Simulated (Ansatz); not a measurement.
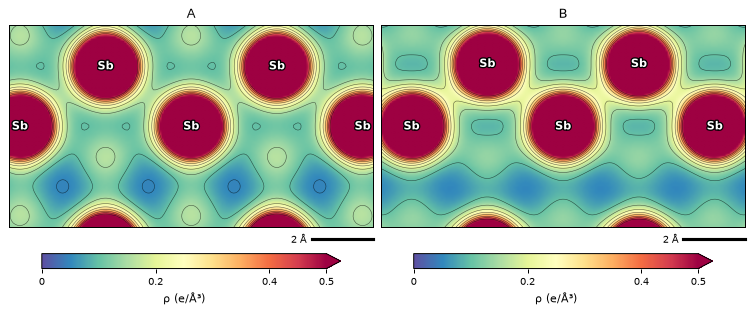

Sb. The valence pseudo-density of two cells that differ in size and shape, on the (110) plane of each (indices in the axes of the calculation cell), at one length scale and on one colour scale: A has 27.2 Å³ an atom and B 26.1.

Space group P6₃/mmc.

Level of theory: DFT r2SCAN, scalar-relativistic, plane waves, PAW (Ansatz 0.2.0).

The density is the valence pseudo-density of a PAW calculation; it isn't the true density close to the nuclei.

**What does the compression do to the bonding and the properties?**

From the larger cell to the smaller, Sb–Sb goes from 3.39 to 3.18 Å, and the density at its midpoint from 0.16 to 0.21 e/Å³, the ELF there from 0.35 to 0.40; the pressure goes from −0.3 to 3.3 GPa.
